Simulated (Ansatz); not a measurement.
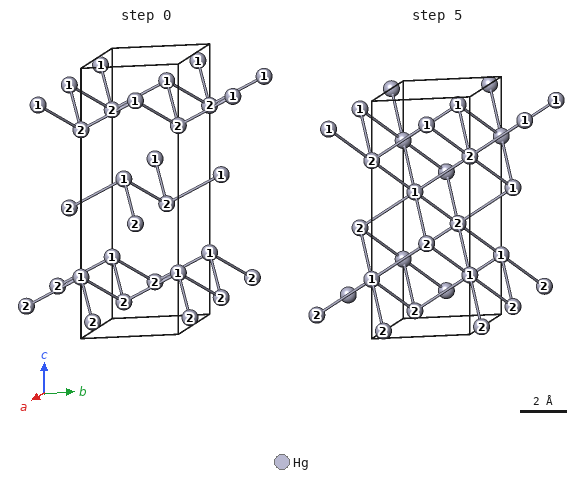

The structure of solid Hg (built on the grey arsenic (A7)_166 type) (coarse preliminary run) before (left) and after (right) a relaxation, at one scale.

A ball-and-stick model of the conventional cell (3 times the calculation's cell), seen slightly off an axis. Lengths and directions refer to the drawn axes.

Case: grey arsenic (A7) type (R-3m, No. 166).

Theory: DFT PBE, scalar-relativistic, plane waves, PAW in Ansatz. Set-up: plane-wave cutoff 420 eV; k-point mesh 6 × 6 × 6; occupations gaussian; smearing width 0.1 eV; no spin polarisation; cell and atoms relaxed; force threshold 0.04 eV/Å; at most 70 steps.

Question: Describe what moved and what it gained.

Answer: After 4 accepted moves (5 points after the start) the energy has fallen by 0.189 eV per cell of the calculation. Largest force component: 0.61 eV/Å at the start, 0.0049 eV/Å at the end. Pressure: 1.34 GPa at the start and 0.21 GPa at the end. The SCF was repeated once at an unchanged geometry on a basis and grid sized afresh for the cell, which shifted the energy by 1.4 meV per cell of the calculation at most. The largest moves relative to the cell, 0.24 Å, are those of Hg1 and Hg2. Hg1 goes along +c. The volume changes by −10.8 %, with a = b 4.354 → 4.385 Å (+0.7 %), c 12.112 → 10.645 Å (−12.1 %). Among the contacts that change: Hg1–Hg2 3.590 → 3.090 Å, Hg1–Hg2 (another image) 2.915 → 3.093 Å. Bond angles that change, for instance: Hg2–Hg1–Hg2 96.7° → 90.3°. The space group stays R-3m (No. 166).
